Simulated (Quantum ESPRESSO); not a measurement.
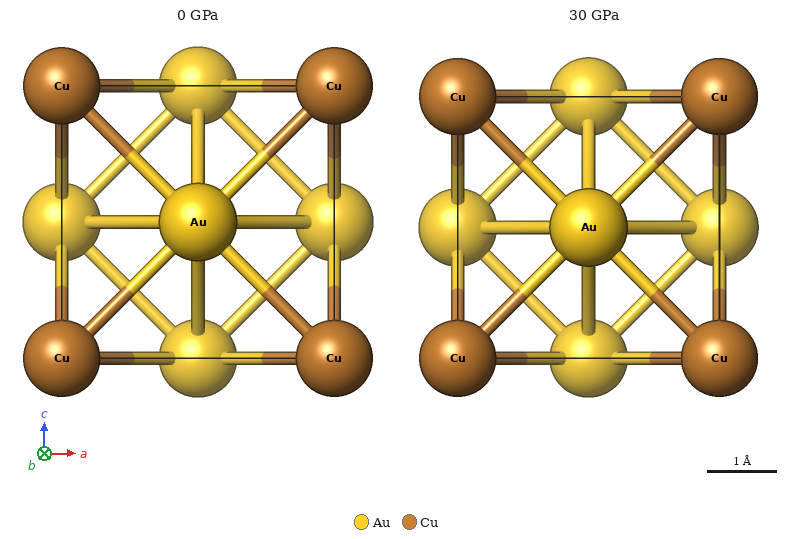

Solid CuAu₃ (set up in Pm-3m), relaxed (cell and atoms) at several target pressures. The picture shows the first and the last member. A ball-and-stick model of the cell of the calculation, seen along the b axis.

Computed with Quantum ESPRESSO 7.5: PBEsol, GBRV 1.5 PBEsol. (plane-wave cutoff 870.8 eV; k-point mesh 7 × 7 × 7; occupations fermi-dirac; smearing width 0.05 eV; no spin polarisation)

```json
{"pressure (GPa)": "0", "volume (Å³/atom)": "15.641", "a (Å)": "3.970"}
{"pressure (GPa)": "2", "volume (Å³/atom)": "15.468", "a (Å)": "3.955"}
{"pressure (GPa)": "5", "volume (Å³/atom)": "?", "a (Å)": "?"}
{"pressure (GPa)": "10", "volume (Å³/atom)": "14.886", "a (Å)": "3.905"}
{"pressure (GPa)": "20", "volume (Å³/atom)": "14.314", "a (Å)": "3.854"}
{"pressure (GPa)": "30", "volume (Å³/atom)": "13.852", "a (Å)": "3.812"}
```

Q: Estimate the missing row from the others, and compare with the calculation.

A: Murnaghan's form V = V₀(1 + B′P/B₀)^(−1/B′), with V₀ = 15.641 Å³ from the row at zero pressure, fits the other rows with B₀ = 177 GPa and B′ = 5.19 (largest miss 0.004 Å³). At 5 GPa it gives 15.641 × (1 + 5.19 × 5/177)^(−1/5.19) = 15.234 Å³ per atom. The calculation gives 15.233 Å³/atom (a = 3.935 Å). The estimate is 0.001 Å³/atom too high. From the first member to the last: Au–Cu 2.807 → 2.696 Å, Au–Au 2.807 → 2.696 Å.

The whole series:

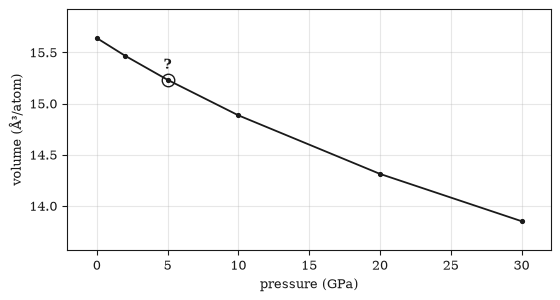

Each member starts from this one structure; whether another phase lies lower wasn't checked.
